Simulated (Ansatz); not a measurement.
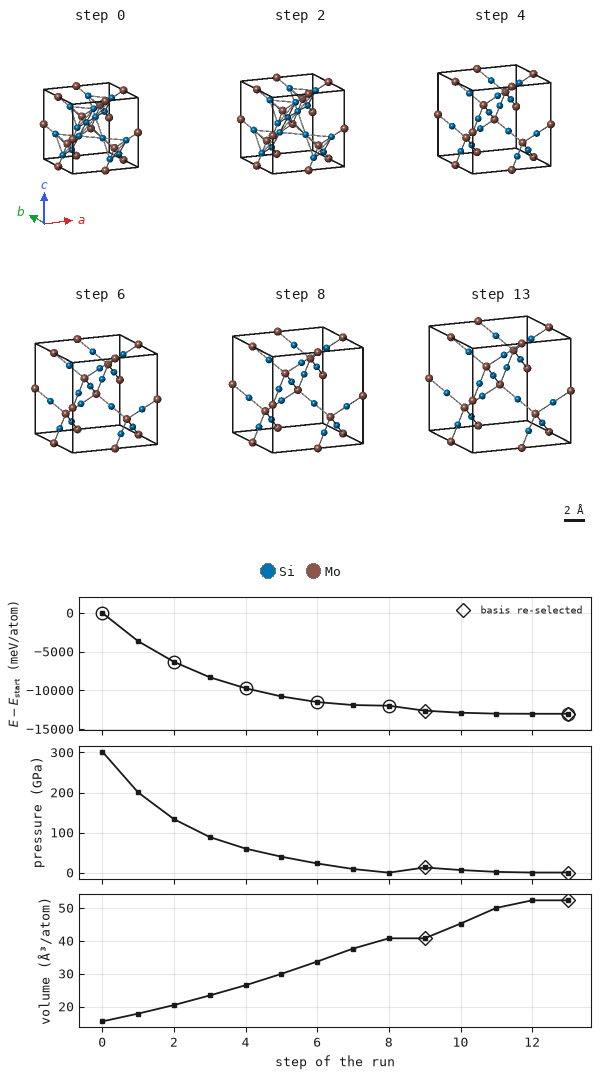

Frames of a relaxation of a crystal of Si2Mo (built on the beta-cristobalite_227 type) (coarse preliminary run), marked on the history of the run. A ball-and-stick model of the conventional cell (4 times the calculation's cell), seen slightly off an axis. Lengths and directions refer to the drawn axes.

Case: beta-cristobalite type (Fd-3m, No. 227).

Method: DFT PBE, scalar-relativistic, plane waves, PAW in Ansatz. (plane-wave cutoff 420 eV; k-point mesh 4 × 4 × 4; occupations gaussian; smearing width 0.1 eV; no spin polarisation; cell and atoms relaxed; force threshold 0.04 eV/Å; at most 70 steps)

> What happens along the run?

After 11 accepted moves (13 points after the start) the energy has fallen by 13033 meV per atom. All forces vanish by symmetry, so only the cell relaxes. Pressure: 302.16 GPa at the start and 0.33 GPa at the end. At 2 points the geometry stayed and the basis and grid were re-selected for the new cell (energy shift of 638 meV per atom at most each time). No atom moves by more than 0.005 Å relative to the cell. Cell: a = b = c 7.187 → 10.789 Å (+50.1 %). Volume +238.3 %. Some distances before and after: Si–Si 2.541 → 3.815 Å, Mo–Si 1.556 → 2.336 Å. The space group stays Fd-3m (No. 227). From step 0 to 2: volume +32.2 %, energy −6321 meV per atom. From step 2 to 4: volume +29.5 %, energy −3409 meV per atom. From step 4 to 6: volume +27.2 %, energy −1787 meV per atom. From step 6 to 8: volume +21.0 %, energy −472 meV per atom. From step 8 to 13: volume +28.4 %, energy −1043 meV per atom.

| step | E − E(0), meV/atom | pressure, GPa | volume, Å³/atom | note |
| --- | --- | --- | --- | --- |
| 0 | 0.00 | 302.16 | 15.468 |  |
| 1 | -3654.48 | 200.17 | 17.842 |  |
| 2 | -6321.09 | 133.53 | 20.448 |  |
| 3 | -8314.04 | 88.80 | 23.372 |  |
| 4 | -9730.42 | 60.00 | 26.479 |  |
| 5 | -10792.09 | 39.74 | 29.940 |  |
| 6 | -11517.73 | 22.89 | 33.690 |  |
| 7 | -11904.06 | 9.08 | 37.636 |  |
| 8 | -11989.97 | -0.01 | 40.768 |  |
| 9 | -12628.42 | 12.85 | 40.768 | same geometry, new basis |
| 10 | -12893.30 | 6.56 | 45.238 |  |
| 11 | -13014.81 | 1.93 | 50.024 |  |
| 12 | -13029.93 | 0.27 | 52.330 |  |
| 13 | -13032.54 | 0.33 | 52.330 | same geometry, new basis |
